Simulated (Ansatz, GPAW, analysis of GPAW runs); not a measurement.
## Hyperfine coupling of the neutral bond-centred H (muonium) in Ge (GPAW: PBE) (GPAW)

How near does this set-up come to the measured hyperfine coupling? Subject: neutral bond-centred H (muonium) in Ge. Set-up: GPAW: PBE, plane waves 500 eV, 32-site cell, PBE lattice, k: the single point 1/4 1/4 1/4 then 2x2x2 shifted, start relaxed with Ansatz. The model is a cell of 32 host atoms with 1 H put in. The isotropic coupling follows from the spin density at the nucleus, the nuclear g-factor and the total spin. Other potentials or another program check that the number doesn't hang on one set of files.

What was measured. 1H (muon value / 3.1833) (muon value divided by the ratio of moments 3.1833; muon (Mu, light H isotope)), printed as -96.5 MHz: -30.31 MHz, by muon spin resonance (leading '2' in as_printed is a garbled minus sign) (quoted in “Muonium as a hydrogen analogue in silicon and germanium: Quantum effects and hyperfine parameters”, 1999, A. R. Porter, M. D. Towler, and R. J. Needs, quoting earlier work (1988)). The calculation is set beside it at the end.

Method: GPAW plane-wave PAW DFT, PBE; relaxation of all atoms of a defect supercell, in GPAW 26.7.0.

### Step 1. The starting structure

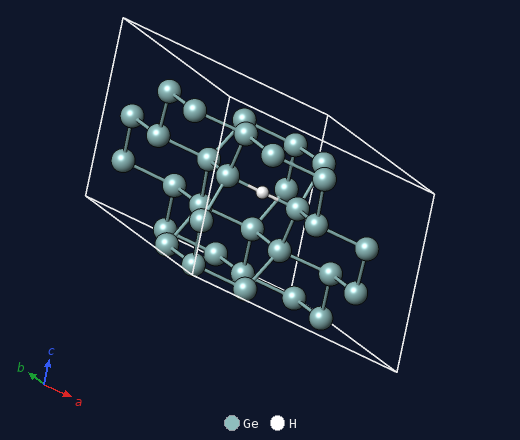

The cell as given, slightly off an axis (germanium teal, hydrogen white).

The cell holds 33 atoms: 32 Ge and 1 H. Its edges and angles: a = 9.989 Å, b = 9.989 Å, c = 9.989 Å, α = 109.5°, β = 109.5°, γ = 109.5°. It derives from Ge (space group Fd-3m). Nearest the centre at fractional (0.370, 0.508, 0.478): H33 at 0.23 Å, Ge23 at 1.72 Å, Ge11 at 1.73 Å, Ge27 at 3.06 Å, Ge8 at 3.11 Å, Ge2 at 3.19 Å, Ge32 at 3.29 Å, Ge26 at 3.37 Å.

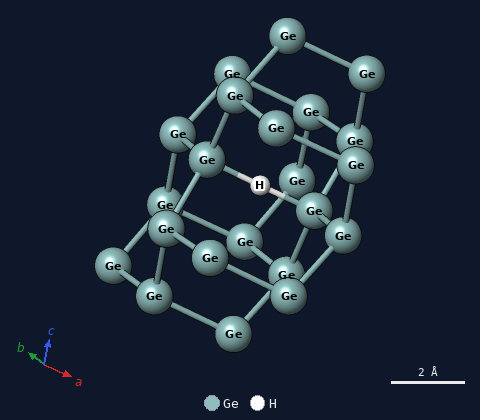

The atoms within 5 Å of the centre.

The host's primitive cell comes from a first run (GPAW plane-wave PAW DFT, PBE; relaxation of cell and atoms of a defect-free cell): vectors of 4.078, 4.078 and 4.078 Å. That is 23.98 Å³ an atom, 5.9 % over the diffraction cell's volume. The supercell is built on it.

This program's steps are dear, so the start below was first relaxed with Ansatz (plane-wave PAW DFT, PBE; 33 s).

### Step 2. Relaxation, charge 0

Every later number rests on the structure around the defect, so the atoms are relaxed at the host's lattice first.

Input file run.py:

```python
import numpy as np
from ase.io import read, write
from ase.parallel import parprint, world
from gpaw import GPAW, PW
from ase.optimize import BFGS

atoms = read('POSCAR')
magmoms = np.zeros(len(atoms))
magmoms[[32, 22, 10, 26]] = 1 / 4
atoms.set_initial_magnetic_moments(magmoms)
calc = GPAW(mode=PW(500),
            xc='PBE',
            kpts=[[0.25, 0.25, 0.25]],
            occupations={'name': 'fermi-dirac', 'width': 0.01, 'fixmagmom': True},
            nbands=73,
            convergence={'density': 1e-05, 'forces': 0.001},
            maxiter=150,
            symmetry='off',
            txt='gpaw.txt')
atoms.calc = calc
opt = BFGS(atoms, trajectory='relax.traj', logfile='-')
done = opt.run(fmax=0.02, steps=80)
parprint('Converged:', done)
energy = atoms.get_potential_energy()
forces = atoms.get_forces()
parprint(f'Energy: {energy:.6f} eV, largest force {np.linalg.norm(forces, axis=1).max():.4f} eV/A')
calc.write('gs.gpw')
write('final.xyz', atoms)
parprint('Moments:', atoms.get_magnetic_moments().round(3))
for s in range(calc.get_number_of_spins()):
    parprint('Levels (eV), spin', s, calc.get_eigenvalues(kpt=0, spin=s)[-16:].round(3))
```

Input file POSCAR:

```
Ge H 
 1.0000000000000000
    -5.7673365632468716    5.7673365632468689    5.7673365632468698
     5.7673365632468698   -5.7673365632468698    5.7673365632468707
     5.7673365632468707    5.7673365632468698   -5.7673365632468707
 Ge  H  
  32   1
Direct
 -0.0014612499100474  0.0003864995224933  0.4992081933435302
 -0.0108120758148633  0.2433586907201135  0.2427311511914452
 -0.0012308795781176  0.5000070579528642 -0.0007320585570254
  0.0045823368735632  0.7515575852090223  0.7508957945708901
  0.2499364227046245 -0.0006223786515466  0.2476480180311040
  0.2498603202246913  0.2485801544698144 -0.0010839394303840
  0.2463907880368863  0.5000102015509067  0.7556436172795549
  0.2456179203288885  0.7566123145200321  0.4993261519916944
  0.4982833978985852 -0.0002923842427965 -0.0011297121721971
  0.5012686632915534  0.2508281296226084  0.7508315497779182
  0.5458615167236051  0.5000298992167462  0.4990282245048577
  0.5013227693780954  0.7513786961062165  0.2503431007059057
  0.7505470225366426  0.0005593349166683  0.7482571178633034
  0.7528677474534582  0.2484738609368294  0.4992780571067508
  0.7534551864234920  0.4999931717293224  0.2473148170478822
  0.7503250328909060  0.7491136937864370 -0.0000752779842824
 -0.0003452776058100 -0.0005336680968323  0.2501836451677144
 -0.0005163929831900  0.2510359750748352 -0.0011347454900570
 -0.0028252202612603  0.4999760630424449  0.7506505912591709
 -0.0033776461531344  0.7517945800714653  0.4992836616795689
  0.2515492252216798  0.0002081339354388 -0.0006454044371637
  0.2485499278888173  0.2484202274221512  0.7484128470064633
  0.2045982180248841  0.5000036572547175  0.4990049885789809
  0.2484728753905548  0.7489473140621337  0.2478293427187279
  0.5001347731280315  0.0004119820466406  0.7506149676528482
  0.5037243417842626  0.2435079326232986  0.4993491281311428
  0.5044922329729452  0.4999539945668803  0.2425008979300056
  0.5000485553681587  0.7516034184525179  0.0000023849488086
  0.7512349224328527 -0.0001648818461593  0.4991578835400721
  0.7450154303286093  0.2482496185277818  0.2475375520242873
  0.7515191023705303  0.5000123313320120 -0.0013045144421344
  0.7604595569720085  0.7565429480633200  0.7558874143078779
  0.3745652196580956  0.5003712331016220  0.4973248311527385
```

On the command line:

```
> OMP_NUM_THREADS=1 mpirun -n 8 gpaw python run.py > stdout
```

The program printed:

```text
__  _  _
 | _ |_)|_||  |
 |__||  | ||/\| - 26.7.0

Input parameters:
  mode=PW(ecut=500.0),
  convergence={'density': 1e-05, 'forces': 0.001},
  kpts=KPoints(kpts=array([[0.25, 0.25, 0.25]])),
  maxiter=150,
  nbands=73,
  occupations=Occupations(name='fermi-dirac', width=0.01, fixmagmom=True),
  symmetry=Symmetry(point_group=False, time_reversal=False),
  xc=XC(name='PBE')

Diagonalizing LCAO Hamiltonian
Converting LCAO to pw mode

                Ge
             Ge
                  Ge
               Ge  Ge         Ge
                 Ge Ge Ge
                    GeGe Ge
           Ge         Ge
                Ge        Gee Ge
             Ge         Ge
                  Ge Ge     Ge  Ge
                   Ge        Ge  Ge
                       Ge            Ge
                     Ge            Ge
                         Ge

Atoms  # Å, Bohr magnetons
|    | symbol |         x |         y |         z |    initial magnetic moments |
|----|--------|-----------|-----------|-----------|-----------------------------|
|  0 |     Ge |  2.889758 |  2.868445 | -2.885300 | ( 0.0000,  0.0000,  0.0000) |
|  1 |     Ge |  2.865801 | -0.065976 | -0.058738 | ( 0.0000,  0.0000,  0.0000) |
|  2 |     Ge |  2.886586 | -2.895030 |  2.880832 | ( 0.0000,  0.0000,  0.0000) |
|  3 |     Ge |  8.638726 |  0.022611 |  0.030245 | ( 0.0000,  0.0000,  0.0000) |
|  4 |     Ge | -0.016787 |  2.873326 |  0.009609 | ( 0.0000,  0.0000,  0.0000) |
|  5 |     Ge | -0.013635 |  0.001132 |  2.880925 | ( 0.0000,  0.0000,  0.0000) |
|  6 |     Ge |  5.820760 |  2.895343 | -0.053305 | ( 0.0000,  0.0000,  0.0000) |
|  7 |     Ge |  5.826859 | -0.067295 |  2.900417 | ( 0.0000,  0.0000,  0.0000) |
|  8 |     Ge | -2.881970 |  2.868939 |  2.878597 | ( 0.0000,  0.0000,  0.0000) |
|  9 |     Ge |  2.885923 |  5.774673 |  0.007297 | ( 0.0000,  0.0000,  0.0000) |
| 10 |     Ge |  2.613737 |  3.142390 |  3.153944 | ( 0.0000,  0.0000,  0.2500) |
| 11 |     Ge |  2.885970 |  0.001656 |  5.780938 | ( 0.0000,  0.0000,  0.0000) |
| 12 |     Ge | -0.009981 |  8.640882 |  0.016433 | ( 0.0000,  0.0000,  0.0000) |
| 13 |     Ge | -0.029505 |  5.788514 |  2.895569 | ( 0.0000,  0.0000,  0.0000) |
| 14 |     Ge | -0.035453 |  2.888149 |  5.802711 | ( 0.0000,  0.0000,  0.0000) |
| 15 |     Ge | -0.007420 |  0.006552 |  8.648202 | ( 0.0000,  0.0000,  0.0000) |
[...]
| 32 |      H |  3.593805 |  2.142674 |  2.177813 | ( 0.0000,  0.0000,  0.2500) |

Unit cell  # Å
| periodic |         x |         y |         z |  lengths |     angles |
|----------|-----------|-----------|-----------|----------|------------|
|      yes | -5.767337 |  5.767337 |  5.767337 | 9.989320 | 109.471221 |
|      yes |  5.767337 | -5.767337 |  5.767337 | 9.989320 | 109.471221 |
|      yes |  5.767337 |  5.767337 | -5.767337 | 9.989320 | 109.471221 |

Number of symmetries: 1
Symmetry operations  # r_c * U_cc + t_c -> r_c
|   | kind |            matrix            |
|---|------|------------------------------|
| 0 |  E   |  1, 0, 0,  0, 1, 0,  0, 0, 1 |

BZ-sampling:
  Number of BZ points: 1
  Number of IBZ points: 1

K-points  # in reciprocal-cell coordinates
|   |                                coordinates |     weight |
|---|--------------------------------------------|------------|
| 0 | (  0.25000000,   0.25000000,   0.25000000) | 1.00000000 |

Plane wave coefficients: 19512
Cutoff: 500.0 eV

Spin-components: 2 (collinear spins)
Bands:           73
Projectors:      163
Spin-degeneracy: 1
Datatype:        complex128

Density:
  Valence electrons: 129.0
  Components: 2
  Grid points: [54 54 54]
  Charge: 0.0  # |e|

Potential:
  Grid points: [54 54 54]

species:
  Ge:
    name:    Germanium
    Z:       32.0
    valence: 4
    core:    28
    charge:  0.0  # [|e|]
    compensation charges:
      type: gauss
      rc: 0.32  # [Å]
      lmax: 2
    cutoffs:
      filter: 1.77  # [Å]
      core: 3.42  # [Å]
    projectors
    | kind |    occ | energy [eV] | rcut [Å] |
    |------|--------|-------------|----------|
    |   4s |  2.000 |     -11.726 |    1.005 |
    |   4p |  2.000 |      -3.896 |    1.005 |
    |    s |        |      15.485 |    1.005 |
    |    p |        |      23.315 |    1.005 |
    |    d |        |       0.000 |    1.005 |

    Using partial waves for Ge as LCAO basis

  H:
    name:    Hydrogen
    Z:       1.0
    valence: 1
    core:    0
    charge:  0.0  # [|e|]
    compensation charges:
      type: gauss
      rc: 0.15  # [Å]
      lmax: 2
    cutoffs:
      filter: 0.85  # [Å]
      core: 0.53  # [Å]
    projectors
    | kind |    occ | energy [eV] | rcut [Å] |
    |------|--------|-------------|----------|
    |   1s |  1.000 |      -6.494 |    0.476 |
    |    s |        |      20.717 |    0.476 |
    |    p |        |       0.000 |    0.476 |

    Using partial waves for H as LCAO basis

Reference energy: -1827136.901442  # eV

eigensolver:
  PPCG
  Converge bands: occupied
  niter=2

density mixing:
  MSR1-Mixer
  Pratt-step length: 0.05
  Maximum mixing coefficient: 0.75
  Old densities: 10
  SVD Regularization: 0.005
  Good broyden scale: 1.0
  Trust region scale: 1.0
  Backstep threshold: 4.0
  History deletion threshold: 6.0
  Fourier metric: weight=20.0, sigma=0.015

occupation numbers:
  Fixed magnetic moment: 1.000
  Fermi-Dirac:
    width: 0.0100  # eV

poisson solver:
  ecut: 4000.0  # eV

xc functional:
  name: PBE with 2 nearest neighbor stencil

Initialization done in: 1.682 s

convergence criteria:
- Maximum integral of absolute [dens]ity change: 1e-05 electrons / valence electron
- Maximum change in the atomic [forces] across last 2 cycles: 0.001 eV/Ang OR
Maximum error relative to the maximum force is below inf
- Maximum [total energy] change in last 3 cyles: 0.0005 eV / valence electron
- Maximum integral of absolute [eigenst]ate change: 4e-08 eV^2 / valence electron
maximum number of iterations: 150

SCF iterations
|iter     | |      energy | eigst |  dens |force |  magmom |
|---------|-|-------------|-------|-------|------|---------|
|iter:   1| | -143.707763 | -0.40 |       |      |  +0.9895|
|iter:   2| | -143.674762 | -2.47 | -0.86 |      |  +0.9900|
|iter:   3| | -143.053692 | -2.21 | -0.88 |      |  +0.9973|
|iter:   4| | -143.086344 | -2.72 | -1.49 |      |  +0.9995|
|iter:   5| | -143.067081c| -3.05 | -2.06 |      |  +0.9997|
|iter:   6| | -143.065206c| -4.04 | -2.30 |      |  +0.9999|
|iter:   7| | -143.065643c| -4.96 | -2.79 |      |  +1.0000|
|iter:   8| | -143.065632c| -5.39 | -3.03 |      |  +1.0000|
|iter:   9| | -143.065677c| -6.24 | -3.32 |      |  +1.0000|
[...]
| periodic |         x |         y |         z |  lengths |     angles |
|----------|-----------|-----------|-----------|----------|------------|
|      yes | -5.767337 |  5.767337 |  5.767337 | 9.989320 | 109.471221 |
|      yes |  5.767337 | -5.767337 |  5.767337 | 9.989320 | 109.471221 |
|      yes |  5.767337 |  5.767337 | -5.767337 | 9.989320 | 109.471221 |

Initialization done in: 0.796 s

convergence criteria:
- Maximum integral of absolute [dens]ity change: 1e-05 electrons / valence electron
- Maximum change in the atomic [forces] across last 2 cycles: 0.001 eV/Ang OR
Maximum error relative to the maximum force is below inf
- Maximum [total energy] change in last 3 cyles: 0.0005 eV / valence electron
- Maximum integral of absolute [eigenst]ate change: 4e-08 eV^2 / valence electron
maximum number of iterations: 150

SCF iterations
|iter     | |      energy | eigst |  dens |force |  magmom |
|---------|-|-------------|-------|-------|------|---------|
|iter:   1| | -143.065801c| -6.44 |       |      |  +1.0002|
|iter:   2| | -143.065798c| -8.02c| -4.10 |      |  +1.0002|
|iter:   3| | -143.065793c| -7.13 | -4.18 |      |  +1.0001|
|iter:   4| | -143.065793c| -7.50c| -4.36 |      |  +1.0001|
|iter:   5| | -143.065793c| -7.89c| -4.65 |      |  +1.0000|
|iter:   6| | -143.065793c| -8.46c| -4.87 |      |  +1.0000|
|iter:   7| | -143.065793c| -8.91c| -5.20c|-2.02 |  +1.0000|
|iter:   8| | -143.065793c| -9.46c| -5.46c|-3.59c|  +1.0000|

Converged in 8 steps
SCF loop duration: 10.765 s (1.346 s/step)
Energy contributions relative to reference atoms: (reference = -1827136.901442)

Energy contributions:
  Kinetic:         345.672021
  Coulomb:        -308.979451
  Zero:              0.121716
  External:          0.000000
  Xc:             -179.880078
  Entropy:          -0.000000
  Spinorbit:         0.000000
  ----------------------------
  Free energy:    -143.065793
  Extrapolated:   -143.065793

dipole moment: (39.885236, 258.278348, -39.891798)  # |e|*Ang

Total magnetic moment: (0.000000, 0.000000, 1.000001)

Local magnetic moments
|        x |        y |         z |
|----------|----------|-----------|
[...]
Fermi levels: 5.719, 5.174
Eigenvalues  # (at kpt = [0.250, 0.250, 0.250])
| band index |      eig [eV] | occ [0-1] |      eig [eV] | occ [0-1] |
|------------|---------------|-----------|---------------|-----------|
[...]
|        ... |               |           |               |           |
[...]
Gap: 0.167 eV
Transition (v -> c):
  (s=0, k=0, n=64, [0.25, 0.25, 0.25]) -> (s=1, k=0, n=64, [0.25, 0.25, 0.25])
No difference between direct/indirect transitions

Forces  # eV/Ang
|        x |        y |        z |
|----------|----------|----------|
[...]
Ge
             Ge
                  Ge
               Ge  Ge         Ge
                 Ge Ge Ge
                    GeGe Ge
           Ge         Ge
                Ge        Gee Ge
             Ge         Ge
                  Ge Ge     Ge  Ge
                   Ge        Ge  Ge
                       Ge            Ge
                     Ge            Ge
                         Ge

Atoms  # Å, Bohr magnetons
|    | symbol |         x |         y |         z |    initial magnetic moments |
|----|--------|-----------|-----------|-----------|-----------------------------|
[...]
| 24 |     Ge |  1.446816 |  7.211337 | -1.442414 | ( 0.0000,  0.0000,  0.0038) |
| 25 |     Ge |  1.378290 |  4.381150 |  1.430046 | ( 0.0000,  0.0000,  0.0035) |
| 26 |     Ge |  1.372668 |  1.424046 |  4.394179 | ( 0.0000,  0.0000,  0.0035) |
| 27 |     Ge |  1.449930 | -1.450647 |  7.218982 | ( 0.0000,  0.0000,  0.0039) |
| 28 |     Ge | -1.454610 |  7.212558 |  1.453166 | ( 0.0000,  0.0000,  0.0115) |
| 29 |     Ge | -1.437130 |  4.292550 |  4.300811 | ( 0.0000,  0.0000,  0.0167) |
| 30 |     Ge | -1.457693 |  1.443087 |  7.225085 | ( 0.0000,  0.0000,  0.0115) |
| 31 |     Ge |  4.336733 |  4.382226 |  4.389814 | ( 0.0000,  0.0000,  0.0035) |
| 32 |      H |  3.593583 |  2.143969 |  2.177865 | ( 0.0000,  0.0000, -0.0026) |

Unit cell  # Å
| periodic |         x |         y |         z |  lengths |     angles |
|----------|-----------|-----------|-----------|----------|------------|
|      yes | -5.767337 |  5.767337 |  5.767337 | 9.989320 | 109.471221 |
|      yes |  5.767337 | -5.767337 |  5.767337 | 9.989320 | 109.471221 |
|      yes |  5.767337 |  5.767337 | -5.767337 | 9.989320 | 109.471221 |

Initialization done in: 0.790 s

convergence criteria:
- Maximum integral of absolute [dens]ity change: 1e-05 electrons / valence electron
- Maximum change in the atomic [forces] across last 2 cycles: 0.001 eV/Ang OR
Maximum error relative to the maximum force is below inf
- Maximum [total energy] change in last 3 cyles: 0.0005 eV / valence electron
- Maximum integral of absolute [eigenst]ate change: 4e-08 eV^2 / valence electron
maximum number of iterations: 150

SCF iterations
|iter     | |      energy | eigst |  dens |force |  magmom |
|---------|-|-------------|-------|-------|------|---------|
|iter:   1| | -143.066339c| -4.93 |       |      |  +1.0012|
|iter:   2| | -143.066247c| -6.51 | -3.35 |      |  +1.0012|
|iter:   3| | -143.066083c| -5.74 | -3.44 |      |  +1.0009|
|iter:   4| | -143.066064c| -6.56 | -3.61 |      |  +1.0006|
|iter:   5| | -143.066063c| -7.18 | -3.85 |      |  +1.0003|
|iter:   6| | -143.066064c| -7.63c| -4.04 |      |  +1.0001|
|iter:   7| | -143.066064c| -7.56c| -4.34 |      |  +1.0000|
|iter:   8| | -143.066064c| -7.92c| -4.64 |      |  +1.0000|
|iter:   9| | -143.066064c| -8.70c| -5.01c|-1.30 |  +1.0000|
|iter:  10| | -143.066064c| -9.09c| -5.25c|-3.84c|  +1.0000|

Converged in 10 steps
SCF loop duration: 14.535 s (1.454 s/step)
Energy contributions relative to reference atoms: (reference = -1827136.901442)

Energy contributions:
  Kinetic:         345.600388
  Coulomb:        -308.923397
  Zero:              0.121641
  External:          0.000000
  Xc:             -179.864697
  Entropy:          -0.000000
  Spinorbit:         0.000000
  ----------------------------
  Free energy:    -143.066064
  Extrapolated:   -143.066064

dipole moment: (39.863211, 258.260447, -39.861058)  # |e|*Ang

Total magnetic moment: (0.000000, 0.000000, 0.999999)

Local magnetic moments
|        x |        y |         z |
|----------|----------|-----------|
[...]
Fermi levels: 5.718, 5.174
Eigenvalues  # (at kpt = [0.250, 0.250, 0.250])
| band index |      eig [eV] | occ [0-1] |      eig [eV] | occ [0-1] |
|------------|---------------|-----------|---------------|-----------|
[...]
|        ... |               |           |               |           |
[...]
|         65 |         5.862 |     0.000 |         5.916 |     0.000 |
|         66 |         5.928 |     0.000 |         5.943 |     0.000 |
|         67 |         5.929 |     0.000 |         5.943 |     0.000 |
|         68 |         6.183 |     0.000 |         6.297 |     0.000 |
|         69 |         6.620 |     0.000 |         6.668 |     0.000 |
|         70 |         6.729 |     0.000 |         6.755 |     0.000 |
|         71 |         6.735 |     0.000 |         6.761 |     0.000 |
|         72 |         6.739 |     0.000 |         6.764 |     0.000 |

Gap: 0.168 eV
Transition (v -> c):
  (s=0, k=0, n=64, [0.25, 0.25, 0.25]) -> (s=1, k=0, n=64, [0.25, 0.25, 0.25])
No difference between direct/indirect transitions

Forces  # eV/Ang
|        x |        y |        z |
|----------|----------|----------|
[...]
| -0.00456 |  0.00293 |  0.00007 |  # Ge  25
| -0.00032 | -0.00237 |  0.00128 |  # Ge  26
|  0.00028 | -0.00355 | -0.00192 |  # Ge  27
| -0.00046 | -0.00010 | -0.00288 |  # Ge  28
| -0.00158 | -0.00083 | -0.00039 |  # Ge  29
|  0.00140 |  0.00064 | -0.00076 |  # Ge  30
|  0.00084 |  0.00280 |  0.00633 |  # Ge  31
|  0.00389 |  0.00706 | -0.00573 |  # H   32

# Writing to gs.gpw (mode='')
```

Elapsed: 55 s, on 8 MPI ranks of Arm Neoverse V2, shared host; peak memory 2.5 GiB.

(Part 1 of 2 ends here.)

[Logs are printed without paths, hosts, clocks, repeated set-up lines and the standing remarks that a program may print on its own settings, such as how far it seeks lower states.]

[Hosts, paths, dates, database ids (printed as entryN), source tags and the programs' standing remarks are cut or masked in the printed files.]

[For some hosts the program warned that the k-mesh of the response run may be too coarse for force constants and the static dielectric constant; such warnings are not shown here.]
